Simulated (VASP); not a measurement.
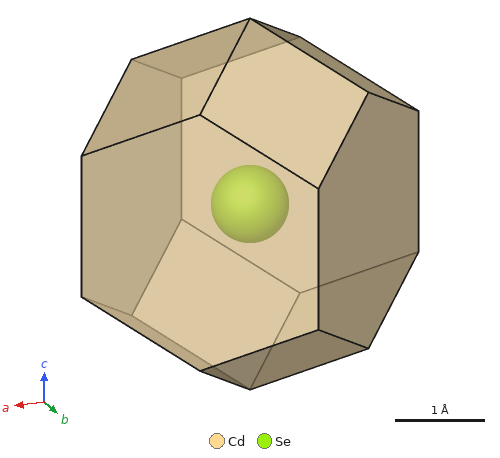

Voronoi–Dirichlet polyhedron, computed geometrically; every face belongs to one neighbour and no atomic radii are used. Central atom: Se (2a) in Cd₃Se; faces take the colour of the neighbour behind them. Source: a cell listed in the Materials Project, as set up for an electronic-structure calculation.

Cd3Se, space group I4/mmm (No. 139), a = 4.082 Å, b = 4.082 Å, c = 12.174 Å, α = 90.00°, β = 90.00°, γ = 90.00°

```
site  Wyckoff       x       y       z
 Cd1       2b  0.5000  0.5000  0.0000
 Cd2       4d  0.5000  0.0000  0.2500
  Se       2a  0.0000  0.0000  0.0000
```

### Give the Voronoi index ⟨n3,n4,n5,n6,…⟩ (numbers of faces with 3, 4, 5, 6 … edges).

12 faces, index ⟨0,8,0,4⟩: an elongated dodecahedron.

### Tabulate the neighbours by distance and solid angle.

```json
{"neighbour": "Cd", "faces": "4", "distance (Å)": "2.89", "solid angle (% of sphere)": "59.8"}
{"neighbour": "Cd", "faces": "8", "distance (Å)": "3.66", "solid angle (% of sphere)": "40.2"}
```
